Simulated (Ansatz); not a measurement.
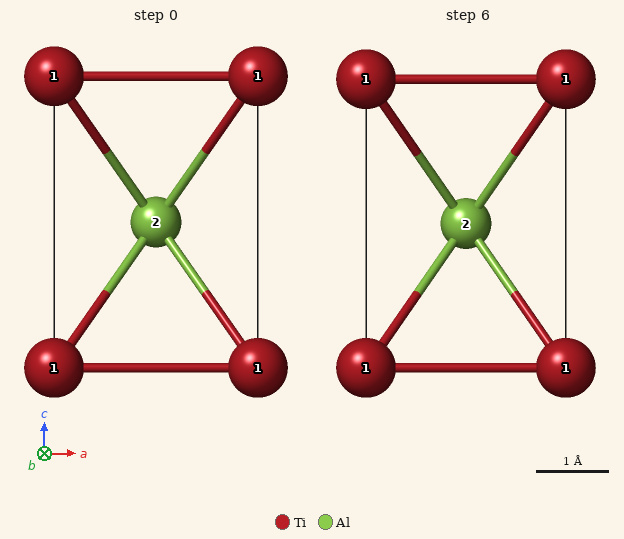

The structure of solid TiAl (set up in P4/mmm) before (left) and after (right) a relaxation, at one scale.

A ball-and-stick model of the cell of the calculation, seen along the b axis.

The run lets cell and atoms move.

Theory: Ansatz, Kohn-Sham DFT of a periodic cell, PBEsol, Ansatz PAW.

Input file:
```yaml
crystal:
  lattice:
    - [2.8373, 0.0, 0.0]
    - [0.0, 2.8373, 0.0]
    - [0.0, 0.0, 4.0591]
  atoms:
    - { symbol: Ti, position: [0.0, 0.0, 0.0] }
    - { symbol: Al, position: [0.5, 0.5, 0.5] }
hamiltonian:
  xc: pbesol
  pseudopotentials: { kind: paw }
kpoints:
  mp_grid: { grid: [9, 9, 7] }
scf:
  occupations: { method: fermi_dirac, width: 0.05 }
output:
  forces: true
  stress: true
  eigenvalues: true
relax:
  f_tol: 0.01
  max_steps: 40
  cell: { stress_tol: 0.05, p_target: 2.0 }
```

Launched with:
```bash
ansatz run input.yaml --threads 2 --pin off --max-ram 5632MiB --backend cpu --events-out ev --progress --plain --runs-dir out
```

Summarise the run.

Answer. The energy falls by 5.6 meV per atom in 4 accepted moves (6 points after the start). With the target pressure of 2 GPa, the enthalpy E + pV changes by −15.7 meV per atom. All forces vanish by symmetry, so only the cell relaxes. The pressure goes from −3.88 to 2.00 GPa. At 2 points the geometry stayed and the basis and grid were re-selected for the new cell (energy shift of 0.1 meV per atom at most each time). The atoms keep their places relative to the cell (all moves are under 0.005 Å). Cell: a = b 2.837 → 2.781 Å (−2.0 %), c 4.059 → 4.018 Å (−1.0 %). Volume −4.9 %. Near-neighbour distances that change, for instance: Ti1–Ti1 2.837 → 2.781 Å, Al2–Al2 2.837 → 2.781 Å, Ti1–Al2 2.854 → 2.811 Å. The space group stays P4/mmm (No. 123). The run took 4.8 s on 2 threads of Arm Neoverse V2 (shared host), peak memory 0.31 GiB.
